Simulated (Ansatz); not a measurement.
The cell below is F (C2/m). Source of the atomic positions: the geometry relaxed with Ansatz, DFT PBE+D3(BJ), scalar-relativistic, plane waves, PAW.

```yaml
crystal:
  lattice:
    - [5.88062, 0.00000, 0.00000]
    - [0.00000, 3.38684, 0.00000]
    - [-2.28733, 0.00000, 7.01868]
  atoms:
    - { symbol: F, position: [0.57798, 0.50000, 0.09491] }
    - { symbol: F, position: [0.42202, 0.50000, 0.90509] }
    - { symbol: F, position: [0.99951, 0.50000, 0.59579] }
    - { symbol: F, position: [0.00049, 0.50000, 0.40421] }
    - { symbol: F, position: [0.07798, 0.00000, 0.09491] }
    - { symbol: F, position: [0.92202, 0.00000, 0.90509] }
    - { symbol: F, position: [0.49951, 0.00000, 0.59579] }
    - { symbol: F, position: [0.50049, 0.00000, 0.40421] }
```

Atoms are hard spheres with touching radii (half the shortest distance): F 0.71 Å.

Question: Find the largest hole by geometry, and further ones that a grid search gives (radius above 0.15 Å; smaller ones may be missed, and maxima closer than 0.25 Å are merged).

Answer:
```csv
hole,site,"x, y, z",radius (Å),nearest atoms,shape
V1,4i,"0.301, 0.500, 0.239",1.49,5 F (then 1 F),square pyramidal
V2,4i,"0.357, 0.500, 0.464",1.29,5 F,5-coordinate
V3,4i,"0.111, 0.500, 0.962",1.29,5 F,5-coordinate
V4,4i,"0.577, 0.000, 0.875",1.26,4 F (then 2 F),tetrahedral
V5,4i,"0.844, 0.000, 0.626",1.26,4 F (then 1 F),tetrahedral
```

Nearest atoms are those whose sphere lies within 0.15 Å of the hole's sphere; in brackets, those within 0.5 Å. The largest sphere that fits anywhere has a diameter of 2.99 Å; the largest that can travel through the crystal, about 2.3 Å.

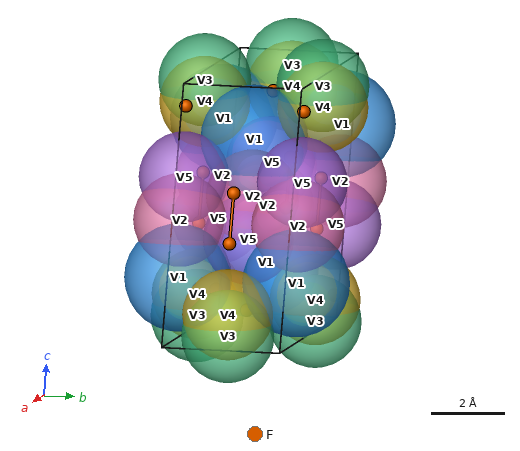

Translucent spheres (V1, V2, V3, V4, V5) fill the 5 holes listed first by a grid search for holes with a radius above 0.15 Å (the largest is sure; smaller ones may be missed, and maxima closer than 0.25 Å are merged) at their true size; atoms are drawn smaller than their model radii. View slightly off an axis.
